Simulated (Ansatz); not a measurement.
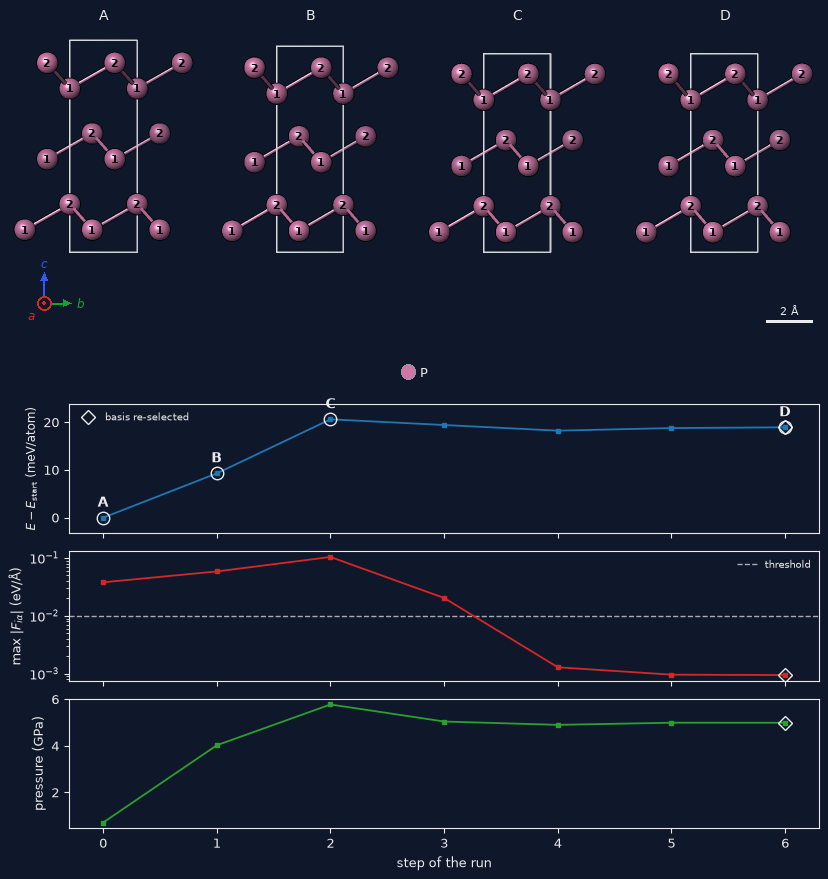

Frames of a relaxation of crystalline P (set up in R-3m), marked on the history of the run. The picture is a ball-and-stick view of the conventional cell (3 times the calculation's cell), seen along the a axis. Lengths and directions refer to the drawn axes.

The run lets cell and atoms move.

These are results of Kohn-Sham DFT of a periodic cell, r2SCAN, Ansatz PAW in Ansatz 0.2.0, not measurements.

Input
```yaml
crystal:
  lattice:
    - [1.725725178, 0.9963478961, 3.1296800121]
    - [-1.725725178, 0.9963478961, 3.1296800121]
    - [0.0, -1.9926957921, 3.1296800121]
  atoms:
    - { symbol: P, position: [0.77291975, 0.77291975, 0.77291975] }
    - { symbol: P, position: [0.22708025, 0.22708025, 0.22708025] }
hamiltonian:
  xc: r2scan
  pseudopotentials: { kind: paw }
kpoints:
  mp_grid: { grid: [9, 9, 9] }
scf:
  occupations: { method: fermi_dirac, width: 0.05 }
output:
  forces: true
  stress: true
  eigenvalues: true
relax:
  f_tol: 0.01
  max_steps: 40
  cell: { stress_tol: 0.05, p_target: 5.0 }
```

Command:
```bash
ansatz run input.yaml --threads 2 --pin off --max-ram 5632MiB --backend cpu --events-out ev --progress --plain --runs-dir out
```

Describe the path.

Answer. Over 5 accepted moves (6 points after the start) the energy rises by 19.0 meV per atom. With the target pressure of 5 GPa, the enthalpy E + pV changes by −22.1 meV per atom. Largest force component: 0.038 eV/Å at the start, 0.00095 eV/Å at the end. Pressure: 0.71 GPa at the start and 4.99 GPa at the end. The SCF was repeated once at an unchanged geometry on a basis and grid sized afresh for the cell, which shifted the energy by 0.2 meV per atom at most. The largest moves relative to the cell, 0.046 Å, are those of P1 and P2. P2 goes along +c. The drawn cell changes as follows: a = b 3.451 → 3.418 Å (−1.0 %), c 9.389 → 8.791 Å (−6.4 %); the volume changes by −8.2 %. Among the contacts that change: P1–P2 2.293 → 2.287 Å. The space group stays R-3m (No. 166). From step 0 to 1: P atoms move most (0.02 Å), volume −5.0 %, energy +9.3 meV per atom. From step 1 to 2: P atoms move most (0.02 Å), volume −3.6 %, energy +11.3 meV per atom. From step 2 to 6: volume +0.3 %, energy −1.7 meV per atom.

```json
{"step": "0", "E − E(0), meV/atom": "0.00", "largest force component, eV/Å": "0.0380", "pressure, GPa": "0.71", "volume, Å³/atom": "16.144", "note": ""}
{"step": "1", "E − E(0), meV/atom": "9.30", "largest force component, eV/Å": "0.0585", "pressure, GPa": "4.03", "volume, Å³/atom": "15.329", "note": ""}
{"step": "2", "E − E(0), meV/atom": "20.63", "largest force component, eV/Å": "0.1040", "pressure, GPa": "5.78", "volume, Å³/atom": "14.782", "note": ""}
{"step": "3", "E − E(0), meV/atom": "19.43", "largest force component, eV/Å": "0.0204", "pressure, GPa": "5.05", "volume, Å³/atom": "14.808", "note": ""}
{"step": "4", "E − E(0), meV/atom": "18.25", "largest force component, eV/Å": "0.0013", "pressure, GPa": "4.90", "volume, Å³/atom": "14.845", "note": ""}
{"step": "5", "E − E(0), meV/atom": "18.79", "largest force component, eV/Å": "0.0010", "pressure, GPa": "5.00", "volume, Å³/atom": "14.828", "note": ""}
{"step": "6", "E − E(0), meV/atom": "18.96", "largest force component, eV/Å": "0.0009", "pressure, GPa": "4.99", "volume, Å³/atom": "14.828", "note": "same geometry, new basis"}
```
